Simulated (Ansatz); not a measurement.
**CoO: single-point calculation (part 3 of 3)**

CoO (R3m, 4 atoms in the cell); DFT PBE, scalar-relativistic, plane waves, PAW, spin-polarised (Ansatz 0.2.0); cutoff 420 eV, 12×12×12 k-mesh, Gaussian smearing of 0.01 eV, collinear spins. The structure derives from a Materials Project entry. It belongs to a series of runs on one base structure; here: small parallel starting moments.

## Output, continued
```
--- Forces (eV/Å), atoms counted from 1 ---
  atom   1  Co     0.00000000    -0.00000000    -0.20466819
  atom   2  Co     0.00000000    -0.00000000     0.66997122
  atom   3  O      0.00000000     0.00000000     0.14509951
  atom   4  O      0.00000000     0.00000000    -0.61040620
  max |Σ_I F_I| component: 3.65e-6 eV/Å
--- Stress (GPa, compression-positive) ---
       -8.204237       0.000000       0.000000
        0.000000      -8.204237      -0.000000
        0.000000      -0.000000      -5.926241
  P = ⅓ Tr σ = -7.4449 GPa (-74.449 kbar)
--- Band table (eV; the first three rows and the last of 378) ---
  k-point 0 ↑: bands = ["-85.3976", "-83.8834", "-48.7567", "-48.6428", "-48.6428", "-47.2808", "-47.2808", "-47.0230", "-9.0795", "-8.3828", "4.1203", "5.0386", "5.0386", "5.1003", "5.4826", "5.4826", "9.0242", "9.0242", "9.3138", "9.7955", "9.7955", "10.8133", "10.8133", "11.2924", "11.9489", "11.9489", "12.3891", "16.8630", "18.4469"]
  k-point 1 ↑: bands = ["-85.3974", "-83.8833", "-48.7566", "-48.6438", "-48.6430", "-47.2819", "-47.2811", "-47.0228", "-9.0438", "-8.3687", "4.1843", "4.9394", "5.0623", "5.1207", "5.4217", "5.5037", "8.9920", "9.0127", "9.2587", "9.7756", "9.7942", "10.6726", "10.8050", "11.4301", "11.8960", "12.0190", "12.3581", "17.1169", "18.4714"]
  k-point 2 ↑: bands = ["-85.3973", "-83.8831", "-48.7563", "-48.6466", "-48.6437", "-47.2849", "-47.2818", "-47.0225", "-8.9440", "-8.3312", "4.3592", "4.6972", "5.1284", "5.1773", "5.2684", "5.5575", "8.8395", "8.9846", "9.1546", "9.7390", "9.7973", "10.4194", "10.7664", "11.3501", "11.7442", "12.2080", "12.6224", "17.7490", "18.5736"]
  k-point 188 ↓: bands = ["-83.7529", "-82.7587", "-47.4254", "-46.8886", "-46.8886", "-46.1916", "-46.0579", "-46.0579", "-8.6881", "-8.3335", "4.5226", "4.8368", "5.6697", "5.6697", "6.1114", "6.1114", "10.0306", "10.0306", "10.3319", "10.3319", "10.8135", "12.1555", "12.4130", "12.4130", "13.2119", "13.2119", "13.9693", "14.1957", "21.8136"]
--- Löwdin populations: 4 sites ---
  site symbol       q [e]    m [muB]
     0     Co     15.9641     2.1701
     1     Co     16.0721     0.0720
     2      O      6.8610     0.2329
     3      O      6.7897     0.1521
  spilling = 0.006808 (of n_electrons = 46.000000)
```

## File populations.tsv
```
# site	symbol	l	j	q_up	q_dn
# orbitals = lowdin
# n_electrons = 46.000000
# spilling = 0.006808
0	Co	0_3S	-	0.996281	0.996476
0	Co	0_4S	-	0.233554	0.226185
0	Co	1_3P	-	2.998909	2.997964
0	Co	2_3D	-	4.838340	2.676348
1	Co	0_3S	-	0.996489	0.996347
1	Co	0_4S	-	0.220360	0.225204
1	Co	1_3P	-	2.998459	2.998247
1	Co	2_3D	-	3.856711	3.780267
2	O	0_2S	-	0.920574	0.896881
2	O	1_2P	-	2.626356	2.417181
3	O	0_2S	-	0.921714	0.903973
3	O	1_2P	-	2.549203	2.414816
```

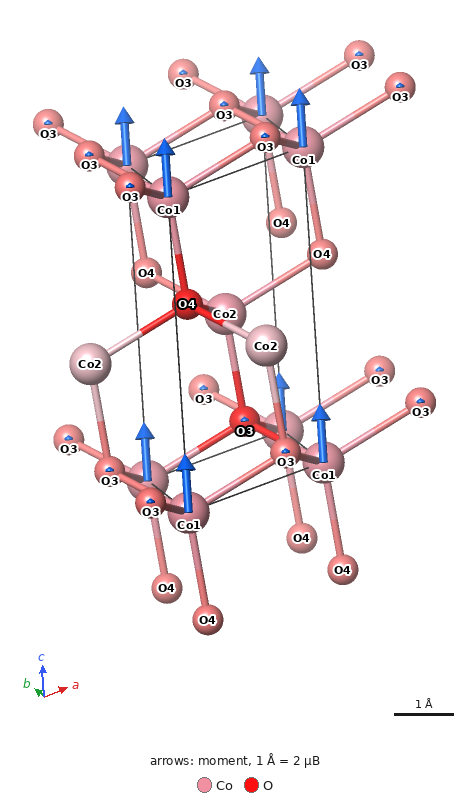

Magnetic moments of the sites as blue arrows (ball-and-stick view of the reduced cell, seen slightly off an axis; neighbours outside the cell are drawn fainter; atoms are numbered from 1 in the order of the input); small moments hardly show. The run is collinear, so the axis drawn is arbitrary. Site moments: Co1 (2.05 μB); O3 (0.16 μB); Co2 (0.11 μB); O4 (0.09 μB). They are counted near the atoms and needn't add up to the moment of the cell.

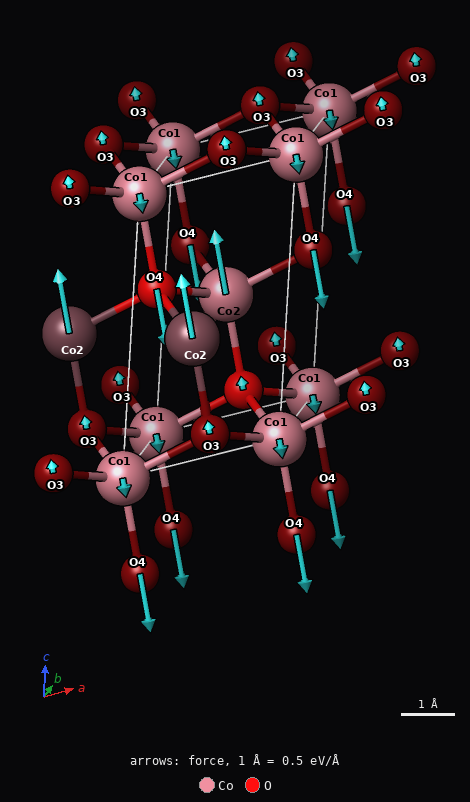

Forces on the atoms as teal arrows (ball-and-stick view of the reduced cell, seen slightly off an axis; neighbours outside the cell are drawn fainter; atoms are numbered from 1 in the order of the input). The largest act on Co2 (0.67 eV/Å); O4 (0.61 eV/Å); Co1 (0.20 eV/Å). The geometry is not a stationary point of this energy.

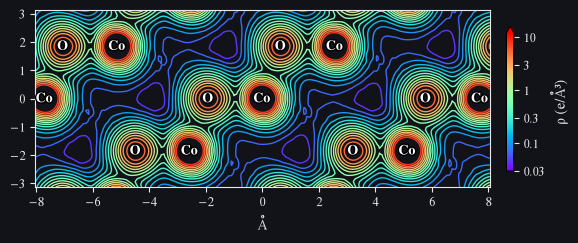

Valence charge density (pseudo) on the (110) plane of the conventional cell. Co–O (1.91 Å): ρ at the midpoint is about 0.73 e/Å³. Co–O (1.96 Å): ρ is about 0.64 e/Å³ halfway. Away from the nuclei the density in this plane falls to 0.03 e/Å³ at its lowest. The fields are those of the smooth PAW valence density.

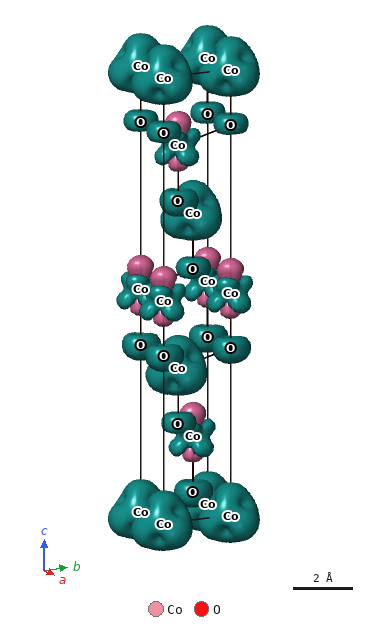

Isosurfaces of the magnetisation density (up minus down) at +0.05 (teal) and −0.05 e/Å³ (pink), seen slightly off an axis. Sticks mark near contacts. The outline is the cell set on symmetry axes. The cell of the calculation (4 atoms) carries 2.6 μB net.

The run was set up as follows.

## Input file
```yaml
crystal:
  lattice:
    - [1.6022198417, 0.9250420569, 5.1329417806]
    - [-1.6022198417, 0.9250420569, 5.1329417806]
    - [0.0, -1.8500841138, 5.1329417806]
  atoms:
    - { symbol: Co, position: [0.99948773, 0.99948773, 0.99948773], spin: 0.5 }
    - { symbol: Co, position: [0.49949059, 0.49949059, 0.49949059], spin: 0.5 }
    - { symbol: O, position: [0.37549553, 0.37549553, 0.37549553] }
    - { symbol: O, position: [0.8755255, 0.8755255, 0.8755255] }
basis:
  ecutwfc: 420
kpoints:
  mp_grid: { grid: [12, 12, 12] }
hamiltonian:
  xc: pbe
scf:
  occupations: { method: gaussian, width: 0.01 }
  lower_state_search: "off"
output:
  forces: true
  stress: true
  eigenvalues: true
  populations: true
  write_density: true
  write_potential: true
  elf: true
  volumetric_format: npy
magnetization:
  spin_polarized: true
```

Launched with:
```bash
ansatz run input.yaml --threads 1 --pin off --max-ram 2560MiB --backend cpu --events-out ev --progress --plain --runs-dir out
```

## Key numbers

```json
{"quantity": "outcome", "value": "converged"}
{"quantity": "space group (tolerance 0.01 Å)", "value": "R3m (160)"}
{"quantity": "electrons treated", "value": "46"}
{"quantity": "free energy", "value": "−11384.5304 eV"}
{"quantity": "Fermi energy", "value": "11.223 eV"}
{"quantity": "gap on the k-point mesh", "value": "none (metallic)"}
{"quantity": "net moment of the cell", "value": "2.62 μB"}
{"quantity": "integrated absolute moment", "value": "3.12 μB"}
{"quantity": "pressure", "value": "−7.44 GPa"}
{"quantity": "largest force (length of the vector)", "value": "0.670 eV/Å"}
{"quantity": "hardware", "value": "1 thread of Intel Xeon @ 2.50GHz (Skylake/Cascade Lake), 32 GiB of memory available, shared host"}
{"quantity": "wall time", "value": "3.2 min"}
{"quantity": "peak memory", "value": "0.7 GiB"}
```

The electronic state found may not be the lowest one. The program warns: a screening estimate came out negative during mixing. The cell is under a tension of 7.4 GPa at this level, so it is not at its equilibrium volume.
